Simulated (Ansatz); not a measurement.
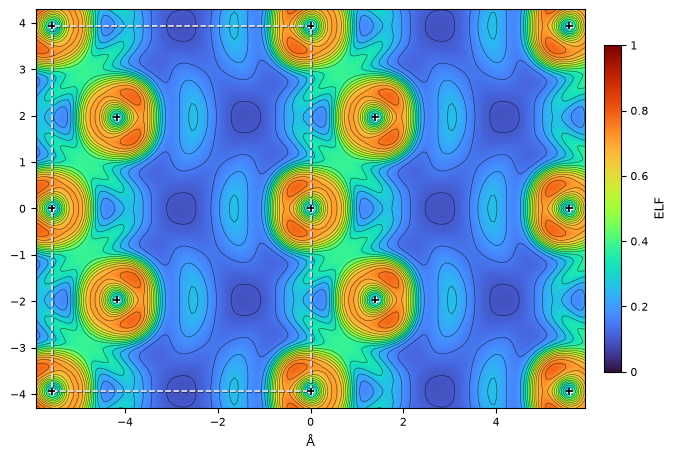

The electron localisation function on a plane through atoms (crosses mark nuclei in the plane).

Computed with DFT, r2SCAN, plane waves (500 eV) with PAW, scalar-relativistic (Ansatz 0.2.0).

Candidates:
A. Mo, a = 5.58 Å, b = 5.58 Å, c = 5.58 Å, α = 90.00°, β = 90.00°, γ = 90.00°. Space group Fd-3m; set up as Mo, diamond; a generated structure, not necessarily the stable one; changed on purpose from its base cell (volume × 0.96); computed pressure about 5 GPa in this cell; computed without spin polarisation.
B. B, a = 2.82 Å, b = 2.82 Å, c = 2.82 Å, α = 90.00°, β = 90.00°, γ = 90.00°. Space group Fm-3m; set up as B, fcc; a generated structure, not necessarily the stable one; changed on purpose from its base cell (volume × 0.96); computed pressure about 12 GPa in this cell; computed without spin polarisation.
C. Ti, a = 2.93 Å, b = 2.93 Å, c = 9.37 Å, α = 90.00°, β = 90.00°, γ = 120.00°. Space group P6₃/mmc; set up as Ti, dhcp; a generated structure, not necessarily the stable one; computed without spin polarisation.

Which system is this?

Answer. Candidate A: Mo on the (011) plane of the conventional cell, which holds Mo. Mo–Mo (2.41 Å): the ELF is about 0.40 at the midpoint.
